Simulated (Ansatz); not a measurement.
Band-structure calculation, with input and output: Na

System: Na (1 atom in the cell).
Method: DFT, PBEsol, PAW with Ansatz's default frozen-core files, scalar-relativistic, no spin polarisation (Ansatz 0.2.0).

Its volume is 0.43 times that of the source entry. It belongs to a series of runs on one base structure; here: volume scaled by 0.43, PAW files.

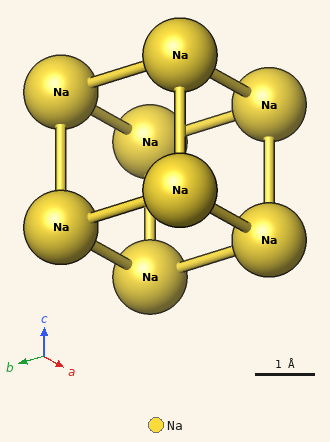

Fig. 1: The input geometry (ball-and-stick view of the cell of the calculation, seen at an oblique angle). An atom can appear more than once, as a periodic image.

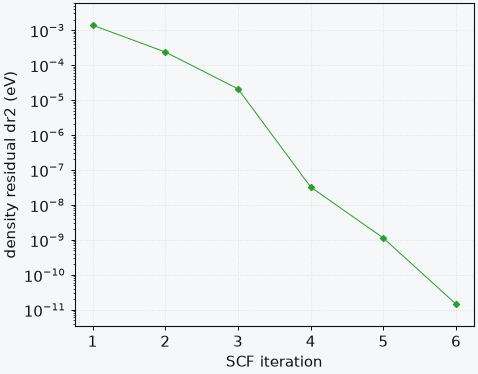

Fig. 2: Convergence of the self-consistent field: density residual dr2 against the SCF iteration. The residual falls at every step.

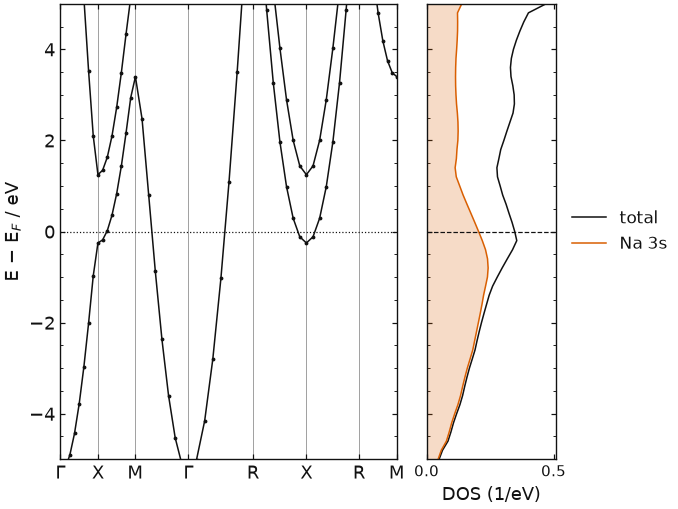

Fig. 3: Band structure along Γ–X–M–Γ–R–X–R–M and density of states (projected on Löwdin-orthogonalised atomic shells), with energies from the Fermi level. Bands cross the Fermi level: a metal at this level of theory.

The input and output of the run follow.

Input:
```yaml
crystal:
  lattice:
    - [2.5627924647, 0.0, 0.0]
    - [0.0, 2.5627924647, 0.0]
    - [0.0, 0.0, 2.5627924647]
  atoms:
    - { symbol: Na, position: [0.0, 0.0, 0.0] }
kpoints:
  mp_grid: { grid: [12, 12, 12] }
  band_path:
    path:
      - [0.0, 0.0, 0.0]
      - [0.0, 0.5, 0.0]
      - [0.5, 0.5, 0.0]
      - [0.0, 0.0, 0.0]
      - [0.5, 0.5, 0.5]
      - [0.0, 0.5, 0.0]
      - [0.5, 0.5, 0.5]
      - [0.5, 0.5, 0.0]
    npoints: 8
scf:
  occupations: { method: fermi_dirac, width: 0.08 }
hamiltonian:
  xc: pbesol
  pseudopotentials: { kind: paw }
output:
  forces: true
  stress: true
  eigenvalues: true
  populations: true
  dos: { projected: true, de: 0.2, e_range: [-14, 8] }
```

Run as:
```bash
ansatz run input.yaml --threads 1 --pin off --max-ram 2048MiB --backend cpu --events-out ev --progress --plain --runs-dir out
```

Log:
```
Engine: ansatz 0.2.0, aarch64-unknown-linux-gnu
Pseudopotentials: kind: paw
Pseudopotential: Na, paw, valence charge 9, recommended cutoff 420 eV (normal), Na.paw.azcp
Functional definition: PBEsol
  exchange = pbesol_x
  correlation = pbesol_c
Crystal: 1 atoms, lattice volume = 16.832 Å³
Basis set: ecut = 420 eV, 341 PW (Γ), exchange–correlation on 36×36×36 points (8 copies of the dense FFT grid, shifted against one another)
Bands: 9, of which v1, the nominal top of the filled ones, is band 5 counted from 1 (4 counted from 0)
Symmetry: 48 space group operations
Space group: Pm-3m (ITA 221), of the structure as read, at distance tolerance 2.6e-5 Å
k-points: 84 of 1728
Non-local potential: Na, projectors of the file, l = 0: 3, l = 1: 2, l = 2: 1
PAW form: soft (Blöchl's): semilocal exchange-correlation on the pseudo side does not see the compensation charge
PAW frozen core: Na, regenerated for the run's functional, and the local potential with it (the file was generated under x = pbe(κ = 0.804, μ = 0.2195149727645171), c = pbe(β = 0.06672455060314922))
PAW one-centre angular grid: Na, 110 points (default); XC on 64 Gauss nodes
Initial density: superposition of atomic densities (neutral atoms: chi_scale 0, normalization atom), corrected by the library's trained network
Initial wavefunctions: pseudopotential atomic-orbital guess
Functional: x = pbesol(κ = 0.804, μ = 0.12345679012345678), c = pbesol(β = 0.046)
SCF iter   1: F=—  HF=-1474.872920 eV  |F-HF|=—  |Δ(HF+E_count)|=         —  Δρ=4.35e-3  dr2=1.38e-3  ethr=1.77e-3  ⟨swp⟩=5.0  Hψ=5008  notcnv=0
preconditioner: auto → none  [metal: Δε(μ)=0.070 eV  Ē_g=12.514 eV  σ=0.080 eV  W_gap=0.21  n_scr=6 (ndim 8)  ℏωp=9.1 eV  f_vac=0.000  D(μ)=0.46/eV (n_scr^D=0)  sad-step TF]
SCF iter   2: F=—  HF=-1474.871932 eV  |F-HF|=—  |Δ(HF+E_count)|=   9.87e-4  Δρ=1.54e-3  dr2=2.36e-4  ethr=1.53e-5  ⟨swp⟩=2.2  Hψ=1804  notcnv=0
SCF iter   3: F=—  HF=-1474.871965 eV  |F-HF|=—  |Δ(HF+E_count)|=   3.23e-5  Δρ=4.10e-4  dr2=2.08e-5  ethr=2.63e-6  ⟨swp⟩=2.8  Hψ=1171  notcnv=0
SCF iter   4: F=—  HF=-1474.871941 eV  |F-HF|=—  |Δ(HF+E_count)|=   2.32e-5  Δρ=1.88e-5  dr2=3.23e-8  ethr=2.31e-7  ⟨swp⟩=1.5  Hψ=785  notcnv=0
iter 5 did not close the SCF: its close was put off for the readings that it lacked (scf_convergence_deferred on its scf_iter line)
SCF iter   5: F=-1474.871941 eV  HF=-1474.871941 eV  |F-HF|=2.09e-9  |Δ(HF+E_count)|=   1.40e-8  Δρ=4.24e-6  dr2=1.12e-9  ethr=3.59e-10  ⟨swp⟩=2.0  Hψ=1119  notcnv=0
SCF iter   6: F=-1474.871941 eV  HF=-1474.871941 eV  |F-HF|=2.66e-11  |Δ(HF+E_count)|=   1.09e-9  Δρ=4.89e-7  dr2=1.44e-11  ethr=1.24e-11  ⟨swp⟩=2.1  Hψ=2469  notcnv=0
SCF 1 converged in 6 iterations: F = -1474.871941 eV  dr2 = 1.44e-11
  greatest PAW one-centre occupation: 0.999 electrons in one spin orbital (limit 2), on the Na atom at site 0 (counted from 0), in its partial waves of l = 0
NSCF: frozen V_eff on 57 k-points
SCF converged after 6 iterations
Free energy (F): -1474.871941 eV
Harris-Foulkes:  -1474.871941 eV  (|F-HF|=2.66e-11)
Internal energy: -1474.862801 eV  (E = F + TS)
E sigma→0 (E₀):  -1474.867371 eV
Entropy (-TS):   -0.009140 eV (-9.140 meV/atom)
Fermi energy:    6.970764 eV
--- Per-component energies (eV) ---
  E_band       = -198.015916
  E_kinetic    = 122.830520
  E_local      = -1204.572626  (includes V_loc(G=0)·N_el)
  E_nonlocal   = 116.954570
  E_hartree    = 428.023160
  E_xc         = -39.185455
  E_vxc        = -50.747043  (∫ρ·V_xc dr)
  E_paw        = -253.315996  (= ΣΔE_a)
  E_vpaw       = -38.527482  (= ΣTr[D̂ρ^β])
  E_aug_tail   = -0.000030  (compensation charges beyond the density's cutoff)
  E_ewald      = -645.651638
  E_core_change = 0.054694  (= ΣΔE_core)
  E_smearing   = -0.009140  (= −TS)
  E_closure    = -0.000000  (closes the sum)
  Σ components = -1474.871941   (vs F -1474.871941, Δ=0.00e0)
--- Forces (eV/Å), atoms counted from 1 ---
  atom   1  Na     0.00000000    -0.00000000    -0.00000000
  max |Σ_I F_I| component: 1.03e-32 eV/Å
--- Stress (GPa, compression-positive) ---
       25.245876       0.000000       0.000000
       -0.000000      25.245876       0.000000
        0.000000       0.000000      25.245876
  P = ⅓ Tr σ = 25.2459 GPa (252.459 kbar)
--- Band table (eV; the first three rows and the last of 84) ---
  k-point 0: bands = ["-46.3905", "-18.1907", "-18.1907", "-18.1907", "1.6741", "19.2967", "19.2967", "23.9331", "23.9331"]
  k-point 1: bands = ["-46.3858", "-18.2315", "-18.1872", "-18.1872", "1.8472", "18.2320", "19.4456", "24.0116", "24.0116"]
  k-point 2: bands = ["-46.3730", "-18.3419", "-18.1777", "-18.1777", "2.3587", "16.1074", "19.8890", "24.2421", "24.2421"]
  k-point 83: bands = ["-46.1922", "-18.5731", "-18.5731", "-18.5731", "15.0888", "15.0888", "15.0888", "17.2210", "18.7599"]
--- Löwdin populations: 1 site ---
  site symbol       q [e]
     0     Na      8.9109
  spilling = 0.009905 (of n_electrons = 9.000000)
```

File dos.tsv:
```
# E-E_F[eV]	g_bin_mean(E)[states/eV]	N(E)
# format = ansatz-dos/2
# fermi_ev = 6.970764
# fermi_mp_grid = 12 12 12
# fermi_mp_shift = 0 0 0
# tetrahedron_fermi_ev = 6.970259
# g_bin_mean(E): the states in a bin one row spacing wide, centred on E, divided by that spacing. States that the method places at a single energy (under output.dos.method: tetrahedron, those of a tetrahedron whose four corners have one energy) are counted whole in the row whose bin holds that energy (on the edge of two bins, in the lower row). The sum of g_bin_mean over a run of rows, times the row spacing, is the number of states from half a spacing under the first of them to half a spacing over the last (a plain sum, not the trapezoid rule).
-14.000000	0.000000e0	8.000000e0
-13.800000	0.000000e0	8.000000e0
-13.600000	0.000000e0	8.000000e0
-13.400000	0.000000e0	8.000000e0
-13.200000	0.000000e0	8.000000e0
-13.000000	0.000000e0	8.000000e0
-12.800000	0.000000e0	8.000000e0
-12.600000	0.000000e0	8.000000e0
-12.400000	0.000000e0	8.000000e0
-12.200000	0.000000e0	8.000000e0
-12.000000	0.000000e0	8.000000e0
-11.800000	0.000000e0	8.000000e0
-11.600000	0.000000e0	8.000000e0
-11.400000	0.000000e0	8.000000e0
-11.200000	0.000000e0	8.000000e0
-11.000000	0.000000e0	8.000000e0
-10.800000	0.000000e0	8.000000e0
-10.600000	0.000000e0	8.000000e0
-10.400000	0.000000e0	8.000000e0
-10.200000	0.000000e0	8.000000e0
-10.000000	0.000000e0	8.000000e0
-9.800000	0.000000e0	8.000000e0
-9.600000	0.000000e0	8.000000e0
-9.400000	0.000000e0	8.000000e0
-9.200000	0.000000e0	8.000000e0
-9.000000	0.000000e0	8.000000e0
-8.800000	0.000000e0	8.000000e0
-8.600000	0.000000e0	8.000000e0
-8.400000	0.000000e0	8.000000e0
-8.200000	0.000000e0	8.000000e0
-8.000000	0.000000e0	8.000000e0
-7.800000	0.000000e0	8.000000e0
-7.600000	0.000000e0	8.000000e0
-7.400000	0.000000e0	8.000000e0
-7.200000	0.000000e0	8.000000e0
-7.000000	0.000000e0	8.000000e0
-6.800000	0.000000e0	8.000000e0
-6.600000	0.000000e0	8.000000e0
-6.400000	0.000000e0	8.000000e0
-6.200000	0.000000e0	8.000000e0
-6.000000	0.000000e0	8.000000e0
-5.800000	0.000000e0	8.000000e0
-5.600000	0.000000e0	8.000000e0
-5.400000	0.000000e0	8.000000e0
-5.200000	1.135603e-2	8.000270e0
-5.000000	4.932109e-2	8.006717e0
-4.800000	6.286564e-2	8.017956e0
-4.600000	8.438951e-2	8.032619e0
-4.400000	9.587148e-2	8.051031e0
-4.200000	1.059568e-1	8.071044e0
-4.000000	1.182231e-1	8.093473e0
-3.800000	1.313596e-1	8.118372e0
-3.600000	1.418649e-1	8.145886e0
-3.400000	1.500566e-1	8.175017e0
-3.200000	1.589350e-1	8.205933e0
-3.000000	1.685973e-1	8.238627e0
-2.800000	1.797420e-1	8.273449e0
-2.600000	1.907004e-1	8.310541e0
-2.400000	1.985622e-1	8.349511e0
-2.200000	2.070422e-1	8.390039e0
-2.000000	2.161640e-1	8.432351e0
-1.800000	2.259514e-1	8.476545e0
-1.600000	2.360878e-1	8.522746e0
-1.400000	2.463391e-1	8.570985e0
-1.200000	2.599013e-1	8.621413e0
-1.000000	2.783191e-1	8.675232e0
-0.800000	2.975273e-1	8.732771e0
-0.600000	3.177461e-1	8.794296e0
-0.400000	3.383634e-1	8.859886e0
-0.200000	3.550854e-1	8.929662e0
0.000000	3.470258e-1	9.000175e0
0.200000	3.365454e-1	9.068660e0
0.400000	3.244621e-1	9.134691e0
0.600000	3.129336e-1	9.198479e0
0.800000	2.996156e-1	9.259760e0
1.000000	2.896474e-1	9.318586e0
1.200000	2.791479e-1	9.375496e0
1.400000	2.768786e-1	9.430615e0
1.600000	2.846570e-1	9.486855e0
1.800000	2.920017e-1	9.544380e0
2.000000	3.043263e-1	9.603970e0
2.200000	3.159671e-1	9.666019e0
2.400000	3.281331e-1	9.730404e0
2.600000	3.403004e-1	9.797312e0
2.800000	3.457171e-1	9.866126e0
3.000000	3.447721e-1	9.935295e0
3.200000	3.395627e-1	1.000382e1
3.400000	3.323138e-1	1.007101e1
3.600000	3.301608e-1	1.013703e1
3.800000	3.337396e-1	1.020333e1
4.000000	3.420146e-1	1.027079e1
4.200000	3.535996e-1	1.034029e1
4.400000	3.673142e-1	1.041234e1
4.600000	3.826194e-1	1.048730e1
4.800000	4.009702e-1	1.056540e1
5.000000	4.707686e-1	1.065144e1
5.200000	5.128191e-1	1.075085e1
5.400000	5.337983e-1	1.085605e1
5.600000	5.334150e-1	1.096330e1
5.800000	5.158439e-1	1.106793e1
6.000000	5.289204e-1	1.117239e1
6.200000	5.301262e-1	1.127814e1
6.400000	5.349978e-1	1.138470e1
6.600000	5.244589e-1	1.149197e1
6.800000	4.993198e-1	1.159345e1
7.000000	4.824226e-1	1.169169e1
7.200000	4.661372e-1	1.178658e1
7.400000	4.856985e-1	1.187995e1
7.600000	4.794120e-1	1.197841e1
7.800000	4.796447e-1	1.207318e1
8.000000	5.017329e-1	1.216979e1
```

File populations.tsv:
```
# site	symbol	l	j	q
# orbitals = lowdin
# n_electrons = 9.000000
# spilling = 0.009905
0	Na	0_2S	-	1.971484
0	Na	0_3S	-	0.942719
0	Na	1_2P	-	5.996652
```

Results in brief:

```csv
quantity,value
outcome,converged
space group (tolerance 0.01 Å),Pm-3m (221)
electrons treated,9
free energy,−1474.8719 eV
Fermi energy,6.971 eV
pressure,25.25 GPa
electronic character,metal
largest force (length of the vector),under 0.001 eV/Å
hardware,"1 thread of Arm Neoverse V2, 24 GiB of memory available, shared host"
wall time,1.1 s
peak memory,0.25 GiB
```

The cell is under a pressure of 25 GPa at this level, so it is not at its equilibrium volume.
